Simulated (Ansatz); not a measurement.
# Geometry relaxation, with input and output: Ti6O

System: Ti6O (P-31m, 7 atoms in the cell).
Method: DFT r2SCAN, scalar-relativistic, plane waves, PAW (Ansatz 0.2.0).

The structure derives from an entry of the Crystallography Open Database. The run did not end well. It belongs to a series of runs on one base structure; here: volume × 1.06, shape and atoms relaxed.

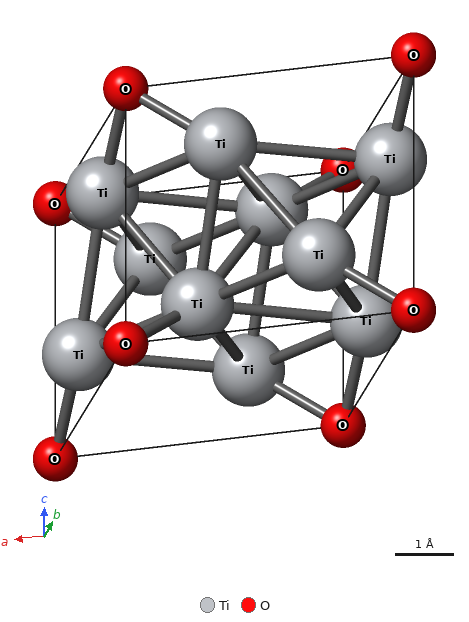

Fig. 1: The input geometry (ball-and-stick view of the cell of the calculation, seen at an oblique angle). An atom can appear more than once, as a periodic image. Near neighbours in the periodic cell (some may lie outside the picture): Ti has 1 O at 2.12 Å and 12 Ti at 2.88 to 3.07 Å; O has 6 Ti at 2.12 Å.

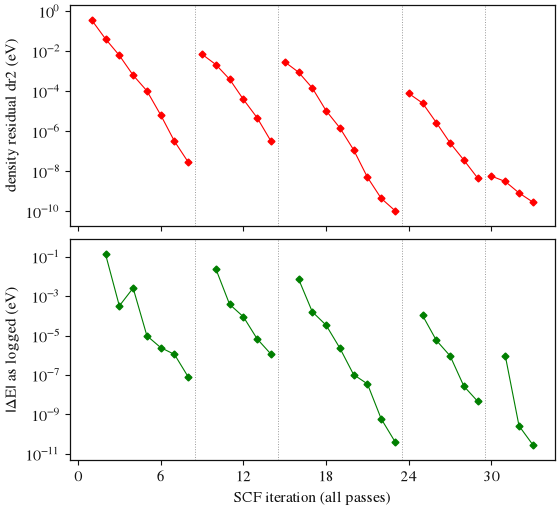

Fig. 2: Convergence of the self-consistent field: density residual dr2 and size of the energy change against the SCF iteration. Dotted lines part the SCF passes that the log prints in full.

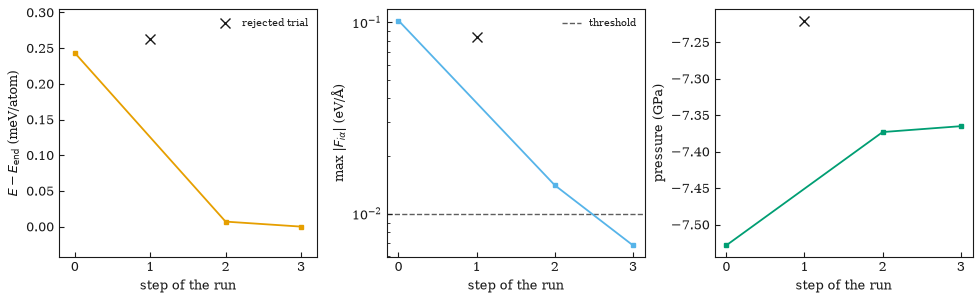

Fig. 3: Progress of the relaxation, step by step (the first geometry is step 0 here and step 1 in the log). The run was cut off at its time limit before the program reported convergence, but its last step already meets the force threshold: the largest component is 0.0068 eV/Å against 0.01 eV/Å. The largest moves relative to the cell, 0.005 Å, are those of Ti1, Ti2, Ti3, Ti4, Ti5 and Ti6. O stays in place. Among the contacts that change: Ti1–Ti2 2.970 → 2.961 Å, Ti1–Ti5 2.912 → 2.919 Å, Ti1–O7 2.124 → 2.120 Å, Ti1–Ti4 3.038 → 3.034 Å. The space group stays P-31m (No. 162). Over 3 geometry steps the energy falls by 0.2 meV per atom. Largest force component: 0.1 eV/Å at the start, 0.0068 eV/Å at the end. The pressure goes from −7.53 to −7.37 GPa. The line search rejected the trial step at point 1 (counted from 0) and went back. (Atoms are counted from 1 in the order of the input.)

The input that produced these results follows, with the program's output.

## Input file
```yaml
crystal:
  lattice:
    - [5.2045943226, 0.0, 0.0]
    - [-2.6022971613, 4.5073108998, 0.0]
    - [0.0, 0.0, 4.816707302]
  atoms:
    - { symbol: Ti, position: [0.3294881739, 0.0, 0.2603230183] }
    - { symbol: Ti, position: [0.0, 0.3294881739, 0.2603230183] }
    - { symbol: Ti, position: [0.6705118261, 0.6705118261, 0.2603230183] }
    - { symbol: Ti, position: [0.0, 0.6705118261, 0.7396769817] }
    - { symbol: Ti, position: [0.6705118261, 0.0, 0.7396769817] }
    - { symbol: Ti, position: [0.3294881739, 0.3294881739, 0.7396769817] }
    - { symbol: O, position: [0.0, 0.0, 0.0] }
basis:
  ecutwfc: 500
kpoints:
  mp_grid: { grid: [12, 12, 8] }
hamiltonian:
  xc: r2scan
scf:
  occupations: { method: gaussian, width: 0.1 }
output:
  forces: true
  stress: true
  eigenvalues: true
relax:
  adjacent_minimum: "off"
  f_tol: 0.01
  max_steps: 30
  cell: { stress_tol: 0.1, fix: [volume] }
```

Launched with:
```bash
ansatz run input.yaml --threads 2 --pin off --max-ram 5120MiB --backend cpu --events-out ev --progress --plain --runs-dir out
```

## The program's output
```
Engine: ansatz 0.2.0, x86_64-unknown-linux-gnu
Pseudopotentials: kind: paw
Pseudopotential: Ti, paw, valence charge 12, recommended cutoff 500 eV (meta_gga), Ti.paw.azcp
Pseudopotential: O, paw, valence charge 6, recommended cutoff 500 eV (meta_gga), O.paw.azcp
Functional definition: r2SCAN
  parameter k0 = 0.174
  parameter k1 = 0.065
  parameter a1 = 4.9479
  exchange = r2scan_x(k0 = k0, k1 = k1, a1 = a1)
  correlation = r2scan_c
Crystal: 7 atoms, lattice volume = 112.994 Å³
Basis set: ecut = 500 eV, 2861 PW (Γ), exchange–correlation on 160×160×144 points (64 copies of the dense FFT grid, shifted against one another)
Bands: 47, of which v1, the nominal top of the filled ones, is band 39 counted from 1 (38 counted from 0)
Symmetry: 12 space group operations
Space group: P-31m (ITA 162), of the structure as read, at distance tolerance 4.8e-5 Å
k-points: 131 of 1152
Non-local potential: Ti, projectors of the file, l = 0: 3, l = 1: 2, l = 2: 3, l = 3: 1
Non-local potential: O, projectors of the file, l = 0: 2, l = 1: 2, l = 2: 1
PAW form: soft (Blöchl's): semilocal exchange-correlation on the pseudo side does not see the compensation charge
PAW frozen core: Ti, regenerated for the run's functional (the file was generated under x = pbe(κ = 0.804, μ = 0.2195149727645171), c = pbe(β = 0.06672455060314922))
PAW frozen core: O, regenerated for the run's functional (the file was generated under x = pbe(κ = 0.804, μ = 0.2195149727645171), c = pbe(β = 0.06672455060314922))
PAW one-centre angular grid: Ti, 590 points (default); XC on 160 Gauss nodes
PAW one-centre angular grid: O, 302 points (default); XC on 160 Gauss nodes
Initial density: superposition of atomic densities (neutral atoms: chi_scale 0, normalization atom), corrected by the library's trained network
Initial wavefunctions: pseudopotential atomic-orbital guess
Functional: x = r2scan, c = r2scan; τ floored in thin density (d = 2e-4 eV/Å³)
SCF iter   1: F=—  HF=-15598.145001 eV  |F-HF|=—  |Δ(HF+E_count)|=         —  Δρ=1.79e-2  dr2=3.51e-1  dr2_τ=1.30e-1  ethr=1.77e-3  ⟨swp⟩=6.8  Hψ=24944  notcnv=0
preconditioner: auto → Kerker (q_TF=auto, 2.565 Å⁻¹)  [metal: Δε(μ)=0.003 eV  Ē_g=3.833 eV  σ=0.100 eV  W_gap=0.02  n_scr=26 (ndim 8)  ℏωp=18.5 eV  f_vac=0.000  D(μ)=4.16/eV (n_scr^D=26)]
SCF iter   2: F=—  HF=-15598.277048 eV  |F-HF|=—  |Δ(HF+E_count)|=   1.32e-1  Δρ=6.13e-3  dr2=4.04e-2  dr2_τ=4.25e-3  ethr=4.50e-4  ⟨swp⟩=3.0  Hψ=12946  notcnv=0  defer=189
SCF iter   3: F=—  HF=-15598.276729 eV  |F-HF|=—  |Δ(HF+E_count)|=   3.19e-4  Δρ=2.65e-3  dr2=6.13e-3  dr2_τ=5.40e-4  ethr=5.18e-5  ⟨swp⟩=2.0  Hψ=7818  notcnv=0  defer=189
SCF iter   4: F=—  HF=-15598.279300 eV  |F-HF|=—  |Δ(HF+E_count)|=   2.57e-3  Δρ=7.65e-4  dr2=6.29e-4  dr2_τ=4.50e-5  ethr=7.85e-6  ⟨swp⟩=2.0  Hψ=7951  notcnv=0  defer=189
SCF iter   5: F=—  HF=-15598.279309 eV  |F-HF|=—  |Δ(HF+E_count)|=   9.77e-6  Δρ=3.12e-4  dr2=1.04e-4  dr2_τ=1.59e-5  ethr=8.07e-7  ⟨swp⟩=2.0  Hψ=7561  notcnv=0  defer=189
SCF iter   6: F=—  HF=-15598.279307 eV  |F-HF|=—  |Δ(HF+E_count)|=   2.46e-6  Δρ=7.45e-5  dr2=6.53e-6  dr2_τ=2.55e-7  ethr=1.34e-7  ⟨swp⟩=2.0  Hψ=7841  notcnv=0  defer=189
SCF iter   7: F=—  HF=-15598.279308 eV  |F-HF|=—  |Δ(HF+E_count)|=   1.11e-6  Δρ=1.65e-5  dr2=3.18e-7  dr2_τ=1.35e-8  ethr=8.37e-9  ⟨swp⟩=2.0  Hψ=8093  notcnv=0  defer=189
SCF iter   8: F=-15598.279308 eV  HF=-15598.279308 eV  |F-HF|=1.20e-8  |Δ(HF+E_count)|=   7.93e-8  Δρ=4.54e-6  dr2=2.87e-8  dr2_τ=9.80e-10  ethr=1.28e-10  ⟨swp⟩=10.5  Hψ=23225  notcnv=0
SCF 1 converged in 8 iterations: F = -15598.279308 eV  dr2 = 2.87e-8
  greatest PAW one-centre occupation: 1.001 electrons in one spin orbital (limit 2), on the Ti atom at site 4 (counted from 0), in its partial waves of l = 1
relax step   1: F+E_penalty+E_count = -15598.27930810 eV  Δ(F+E_penalty+E_count) = +0.000e0 eV  max|allowed force component| = 1.021e-1 eV/Å  Δτ_max = 0.0000 Å  P = -7.528 GPa  Ω = 112.994 Å³  fix = [volume]  reactions: volume -7.528 GPa  (8 SCF iters, dr2 threshold 1.00e-7 eV, accepted)
Basis set: ecut = 500 eV, 2849 PW (Γ), exchange–correlation on 160×160×144 points (64 copies of the dense FFT grid, shifted against one another)
Initial density: handed on by an earlier stage of this run
Initial wavefunctions: those handed on with the density
iter 1 solved again at ethr=9.40e-6 eV; its pass at ethr=3.10e-3 eV (dr2=7.33e-3 eV) is discarded
SCF iter   1: F=—  HF=-15598.255444 eV  |F-HF|=—  |Δ(HF+E_count)|=         —  Δρ=1.84e-3  dr2=6.99e-3  dr2_τ=4.35e-2  ethr=9.40e-6  ⟨swp⟩=1.8  Hψ=25459  notcnv=0
preconditioner: auto → Kerker (q_TF=auto, 2.565 Å⁻¹)  [metal: Δε(μ)=0.003 eV  Ē_g=3.704 eV  σ=0.100 eV  W_gap=0.02  n_scr=26 (ndim 8)  ℏωp=18.5 eV  f_vac=0.000  D(μ)=4.51/eV (n_scr^D=28)]
SCF iter   2: F=—  HF=-15598.279654 eV  |F-HF|=—  |Δ(HF+E_count)|=   2.42e-2  Δρ=8.10e-4  dr2=2.14e-3  dr2_τ=3.15e-5  ethr=8.96e-6  ⟨swp⟩=2.0  Hψ=10348  notcnv=0
SCF iter   3: F=—  HF=-15598.279271 eV  |F-HF|=—  |Δ(HF+E_count)|=   3.84e-4  Δρ=3.61e-4  dr2=3.97e-4  dr2_τ=8.37e-6  ethr=2.74e-6  ⟨swp⟩=2.0  Hψ=7751  notcnv=0
SCF iter   4: F=—  HF=-15598.279181 eV  |F-HF|=—  |Δ(HF+E_count)|=   8.96e-5  Δρ=1.48e-4  dr2=3.91e-5  dr2_τ=4.23e-6  ethr=5.09e-7  ⟨swp⟩=2.0  Hψ=8017  notcnv=0
SCF iter   5: F=—  HF=-15598.279174 eV  |F-HF|=—  |Δ(HF+E_count)|=   6.78e-6  Δρ=6.90e-5  dr2=4.71e-6  dr2_τ=3.53e-7  ethr=5.01e-8  ⟨swp⟩=2.0  Hψ=8127  notcnv=0
SCF iter   6: F=-15598.279175 eV  HF=-15598.279175 eV  |F-HF|=6.19e-8  |Δ(HF+E_count)|=   1.15e-6  Δρ=1.41e-5  dr2=3.23e-7  dr2_τ=1.88e-8  ethr=8.36e-10  ⟨swp⟩=4.5  Hψ=25592  notcnv=0
SCF 2 converged in 6 iterations: F = -15598.279175 eV  dr2 = 3.23e-7
  greatest PAW one-centre occupation: 1.001 electrons in one spin orbital (limit 2), on the Ti atom at site 5 (counted from 0), in its partial waves of l = 1
relax step   2: F+E_penalty+E_count = -15598.27917533 eV  Δ(F+E_penalty+E_count) = +1.328e-4 eV  max|allowed force component| = 8.371e-2 eV/Å  Δτ_max = 0.0109 Å  P = -7.220 GPa  Ω = 112.994 Å³  energy of the carried Pulay correction = +2.348e-17 eV  fix = [volume]  (6 SCF iters, dr2 threshold 6.52e-7 eV, rejected (line search))
iter 1 solved again at ethr=3.84e-6 eV; its pass at ethr=3.10e-3 eV (dr2=3.00e-3 eV) is discarded
SCF iter   1: F=—  HF=-15598.273667 eV  |F-HF|=—  |Δ(HF+E_count)|=         —  Δρ=1.08e-3  dr2=2.90e-3  dr2_τ=1.31e-2  ethr=3.84e-6  ⟨swp⟩=2.0  Hψ=24819  notcnv=0
preconditioner: auto → Kerker (q_TF=auto, 2.565 Å⁻¹)  [metal: Δε(μ)=0.003 eV  Ē_g=3.690 eV  σ=0.100 eV  W_gap=0.02  n_scr=26 (ndim 8)  ℏωp=18.5 eV  f_vac=0.000  D(μ)=4.58/eV (n_scr^D=28)]
SCF iter   2: F=—  HF=-15598.281156 eV  |F-HF|=—  |Δ(HF+E_count)|=   7.49e-3  Δρ=4.94e-4  dr2=8.91e-4  dr2_τ=1.16e-5  ethr=3.71e-6  ⟨swp⟩=2.0  Hψ=10174  notcnv=0
SCF iter   3: F=—  HF=-15598.280995 eV  |F-HF|=—  |Δ(HF+E_count)|=   1.61e-4  Δρ=2.12e-4  dr2=1.45e-4  dr2_τ=2.83e-6  ethr=1.14e-6  ⟨swp⟩=2.0  Hψ=7568  notcnv=0
SCF iter   4: F=—  HF=-15598.280961 eV  |F-HF|=—  |Δ(HF+E_count)|=   3.38e-5  Δρ=7.80e-5  dr2=1.07e-5  dr2_τ=7.55e-7  ethr=1.86e-7  ⟨swp⟩=2.0  Hψ=8006  notcnv=0
SCF iter   5: F=—  HF=-15598.280964 eV  |F-HF|=—  |Δ(HF+E_count)|=   2.32e-6  Δρ=3.75e-5  dr2=1.48e-6  dr2_τ=1.16e-7  ethr=1.38e-8  ⟨swp⟩=2.0  Hψ=8142  notcnv=0
SCF iter   6: F=—  HF=-15598.280963 eV  |F-HF|=—  |Δ(HF+E_count)|=   1.04e-7  Δρ=9.22e-6  dr2=1.18e-7  dr2_τ=7.96e-9  ethr=1.90e-9  ⟨swp⟩=2.0  Hψ=8167  notcnv=0
SCF iter   7: F=—  HF=-15598.280963 eV  |F-HF|=—  |Δ(HF+E_count)|=   3.55e-8  Δρ=1.87e-6  dr2=5.09e-9  dr2_τ=2.12e-10  ethr=1.51e-10  ⟨swp⟩=2.0  Hψ=8015  notcnv=0
SCF iter   8: F=—  HF=-15598.280963 eV  |F-HF|=—  |Δ(HF+E_count)|=  6.00e-10  Δρ=6.64e-7  dr2=4.50e-10  dr2_τ=3.26e-11  ethr=6.52e-12  ⟨swp⟩=2.0  Hψ=8229  notcnv=0
SCF iter   9: F=-15598.280963 eV  HF=-15598.280963 eV  |F-HF|=3.82e-11  |Δ(HF+E_count)|=  4.18e-11  Δρ=2.93e-7  dr2=1.10e-10  dr2_τ=4.09e-12  ethr=1.00e-12  ⟨swp⟩=4.1  Hψ=19027  notcnv=0
SCF 3 converged in 9 iterations: F = -15598.280963 eV  dr2 = 1.10e-10
relax step   3: F+E_penalty+E_count = -15598.28096346 eV  Δ(F+E_penalty+E_count) = -1.655e-3 eV  max|allowed force component| = 1.409e-2 eV/Å  Δτ_max = 0.0053 Å  P = -7.373 GPa  Ω = 112.994 Å³  energy of the carried Pulay correction = +9.393e-17 eV  fix = [volume]  reactions: volume -7.373 GPa  (9 SCF iters, accepted)
iter 1 solved again at ethr=1.03e-7 eV; its pass at ethr=3.10e-3 eV (dr2=8.04e-5 eV) is discarded
SCF iter   1: F=—  HF=-15598.280914 eV  |F-HF|=—  |Δ(HF+E_count)|=         —  Δρ=1.57e-4  dr2=7.72e-5  dr2_τ=2.09e-4  ethr=1.03e-7  ⟨swp⟩=1.3  Hψ=24466  notcnv=0
preconditioner: auto → Kerker (q_TF=auto, 2.565 Å⁻¹)  [metal: Δε(μ)=0.003 eV  Ē_g=3.693 eV  σ=0.100 eV  W_gap=0.02  n_scr=26 (ndim 8)  ℏωp=18.5 eV  f_vac=0.000  D(μ)=4.56/eV (n_scr^D=28)]
SCF iter   2: F=—  HF=-15598.281019 eV  |F-HF|=—  |Δ(HF+E_count)|=   1.05e-4  Δρ=7.89e-5  dr2=2.55e-5  dr2_τ=2.60e-7  ethr=9.90e-8  ⟨swp⟩=2.8  Hψ=11280  notcnv=0
SCF iter   3: F=—  HF=-15598.281013 eV  |F-HF|=—  |Δ(HF+E_count)|=   5.73e-6  Δρ=3.03e-5  dr2=2.71e-6  dr2_τ=3.61e-8  ethr=3.26e-8  ⟨swp⟩=2.0  Hψ=7605  notcnv=0
SCF iter   4: F=—  HF=-15598.281012 eV  |F-HF|=—  |Δ(HF+E_count)|=   9.31e-7  Δρ=1.18e-5  dr2=2.61e-7  dr2_τ=1.96e-8  ethr=3.47e-9  ⟨swp⟩=2.0  Hψ=7905  notcnv=0
SCF iter   5: F=—  HF=-15598.281012 eV  |F-HF|=—  |Δ(HF+E_count)|=   2.70e-8  Δρ=6.21e-6  dr2=3.64e-8  dr2_τ=2.85e-9  ethr=3.35e-10  ⟨swp⟩=2.0  Hψ=8124  notcnv=0
SCF iter   6: F=-15598.281012 eV  HF=-15598.281012 eV  |F-HF|=2.46e-9  |Δ(HF+E_count)|=   4.63e-9  Δρ=1.64e-6  dr2=4.62e-9  dr2_τ=2.00e-10  ethr=1.59e-11  ⟨swp⟩=4.3  Hψ=18919  notcnv=0
SCF 4 converged in 6 iterations: F = -15598.281012 eV  dr2 = 4.62e-9
relax step   4: F+E_penalty+E_count = -15598.28101202 eV  Δ(F+E_penalty+E_count) = -4.856e-5 eV  max|allowed force component| = 6.840e-3 eV/Å  Δτ_max = 0.0007 Å  P = -7.365 GPa  Ω = 112.994 Å³  energy of the carried Pulay correction = +2.348e-16 eV  fix = [volume]  reactions: volume -7.365 GPa  (6 SCF iters, dr2 threshold 1.24e-8 eV, accepted)
Initial wavefunctions: pseudopotential atomic-orbital guess (no wavefunctions were taken with the density)
iter 1 solved again at ethr=4.76e-7 eV; its pass at ethr=3.10e-3 eV (dr2=3.71e-4 eV) is discarded
SCF iter   1: F=—  HF=-15598.281010 eV  |F-HF|=—  |Δ(HF+E_count)|=         —  Δρ=2.01e-6  dr2=5.78e-9  dr2_τ=2.16e-9  ethr=4.76e-7  ⟨swp⟩=3.5  Hψ=38012  notcnv=0
eigensolver tolerance schedule: the retry pair's looser diagonalisation over-reported the residual by 64236.94 of it (diagonalisation noise at an unbounded share of the residual, at the tolerance the schedule requests for it); recorded, not acted on — ethr = c·dr2/N_el stays at c = 1.0e-1
preconditioner: auto → Kerker (q_TF=auto, 2.565 Å⁻¹)  [metal: Δε(μ)=0.003 eV  Ē_g=3.692 eV  σ=0.100 eV  W_gap=0.02  n_scr=26 (ndim 8)  ℏωp=18.5 eV  f_vac=0.000  D(μ)=4.56/eV (n_scr^D=28)]
SCF iter   2: F=—  HF=-15598.281011 eV  |F-HF|=—  |Δ(HF+E_count)|=   9.71e-7  Δρ=1.58e-6  dr2=3.13e-9  dr2_τ=2.74e-10  ethr=7.41e-12  ⟨swp⟩=3.6  Hψ=14558  notcnv=0
SCF iter   3: F=—  HF=-15598.281011 eV  |F-HF|=—  |Δ(HF+E_count)|=  2.64e-10  Δρ=7.35e-7  dr2=8.38e-10  dr2_τ=8.81e-11  ethr=4.01e-12  ⟨swp⟩=2.0  Hψ=7539  notcnv=0
SCF iter   4: F=—  HF=-15598.281011 eV  |F-HF|=—  |Δ(HF+E_count)|=  2.91e-11  Δρ=5.25e-7  dr2=2.94e-10  dr2_τ=2.50e-11  ethr=1.07e-12  ⟨swp⟩=2.0  Hψ=7912  notcnv=0
```

## Trajectory as extended XYZ (Å, eV, eV/Å), 4 frames, from step=1 to step=4
```
7
Lattice="5.2046 0.0000 0.0000 -2.6023 4.5073 0.0000 0.0000 0.0000 4.8167" Properties=species:S:1:pos:R:3:forces:R:3 step=1 energy=-15598.27931 pressure_GPa=-7.53
Ti    1.7149    0.0000    1.2539   -0.1021   0.0000  -0.0203
Ti   -0.8574    1.4851    1.2539    0.0511  -0.0884  -0.0203
Ti    1.7449    3.0222    1.2539    0.0511   0.0884  -0.0203
Ti   -1.7449    3.0222    3.5628   -0.0511   0.0884   0.0203
Ti    3.4897    0.0000    3.5628    0.1021   0.0000   0.0203
Ti    0.8574    1.4851    3.5628   -0.0511  -0.0884   0.0203
O     0.0000    0.0000    0.0000    0.0000   0.0000   0.0000
7
Lattice="5.2079 0.0000 0.0000 -2.6040 4.5102 0.0000 0.0000 0.0000 4.8106" Properties=species:S:1:pos:R:3:forces:R:3 step=2 energy=-15598.27917 pressure_GPa=-7.22 accepted=F
Ti    1.7056    0.0000    1.2559    0.0837   0.0000  -0.0375
Ti   -0.8528    1.4771    1.2559   -0.0419   0.0725  -0.0375
Ti    1.7512    3.0331    1.2559   -0.0419  -0.0725  -0.0375
Ti   -1.7512    3.0331    3.5547    0.0419  -0.0725   0.0375
Ti    3.5023    0.0000    3.5547   -0.0837   0.0000   0.0375
Ti    0.8528    1.4771    3.5547    0.0419   0.0725   0.0375
O     0.0000    0.0000    0.0000    0.0000   0.0000   0.0000
7
Lattice="5.2054 0.0000 0.0000 -2.6027 4.5080 0.0000 0.0000 0.0000 4.8152" Properties=species:S:1:pos:R:3:forces:R:3 step=3 energy=-15598.28096 pressure_GPa=-7.37
Ti    1.7099    0.0000    1.2539   -0.0050   0.0000  -0.0141
Ti   -0.8549    1.4808    1.2539    0.0025  -0.0043  -0.0141
Ti    1.7478    3.0272    1.2539    0.0025   0.0043  -0.0141
Ti   -1.7478    3.0272    3.5613   -0.0025   0.0043   0.0141
Ti    3.4955    0.0000    3.5613    0.0050   0.0000   0.0141
Ti    0.8549    1.4808    3.5613   -0.0025  -0.0043   0.0141
O     0.0000    0.0000    0.0000    0.0000   0.0000   0.0000
7
Lattice="5.2057 0.0000 0.0000 -2.6028 4.5083 0.0000 0.0000 0.0000 4.8147" Properties=species:S:1:pos:R:3:forces:R:3 step=4 energy=-15598.28101 pressure_GPa=-7.37
Ti    1.7098    0.0000    1.2531   -0.0006   0.0000  -0.0068
Ti   -0.8549    1.4807    1.2531    0.0003  -0.0005  -0.0068
Ti    1.7479    3.0275    1.2531    0.0003   0.0005  -0.0068
Ti   -1.7479    3.0275    3.5616   -0.0003   0.0005   0.0068
Ti    3.4959    0.0000    3.5616    0.0006   0.0000   0.0068
Ti    0.8549    1.4807    3.5616   -0.0003  -0.0005   0.0068
O     0.0000    0.0000    0.0000    0.0000   0.0000   0.0000
```

## What the run reported

- outcome: stopped at the time limit
- space group (tolerance 0.01 Å): P-31m (162)
- final cell: a = 5.206 Å, b = 5.206 Å, c = 4.815 Å, α = 90.00°, β = 90.00°, γ = 120.00°
- hardware: 2 threads of Intel Xeon @ 2.50GHz (Skylake/Cascade Lake), 189 GiB of memory available, shared host
- wall time: 6.2 min (CPU time 12 min)
- peak memory: 1.1 GiB

## What went wrong

The run was cut off by its time limit, so the output is incomplete.
